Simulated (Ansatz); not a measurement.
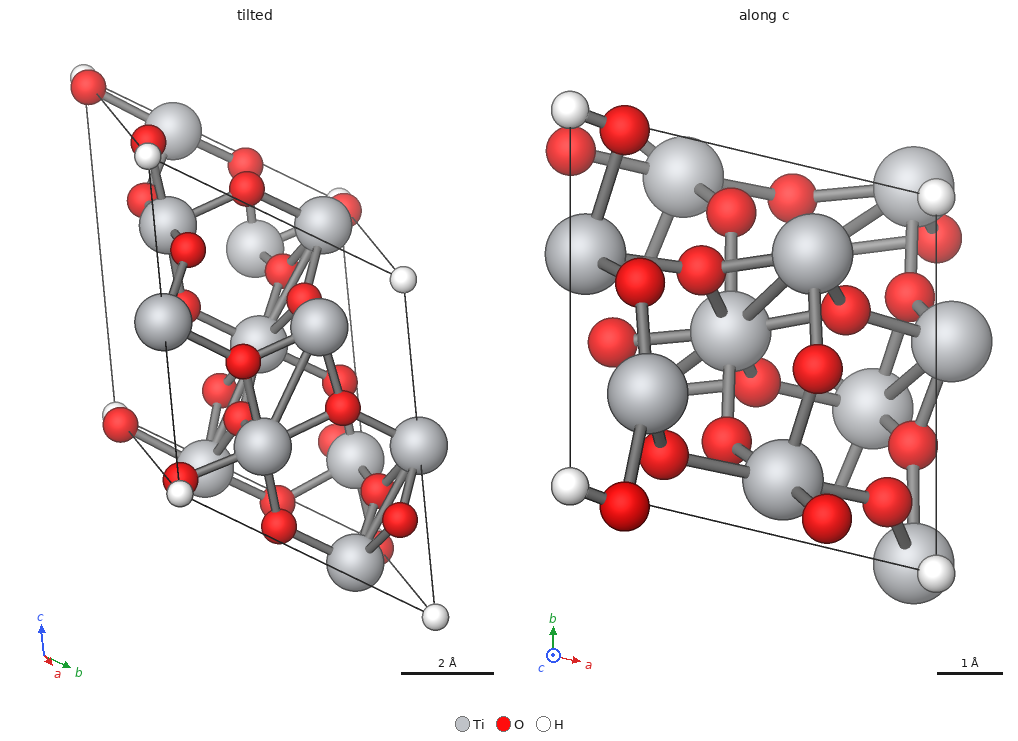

The structure above is drawn in ball-and-stick style and viewed slightly off an axis and along the c axis. The frame is the simulation cell; atoms at its boundary are shown with their periodic copies.

The stoichiometry is Ti₈HO₁₆. Counting shared atoms by their share gives 8 Ti, 1 H, 16 O, or 25 atoms.

Origin of the cell: a structure listed in the Materials Project, repeated into a supercell with a point defect put in. The cell was then strained or its atoms displaced on purpose. The atoms were relaxed in a fixed cell with Ansatz, DFT r2SCAN, scalar-relativistic, plane waves, PAW.
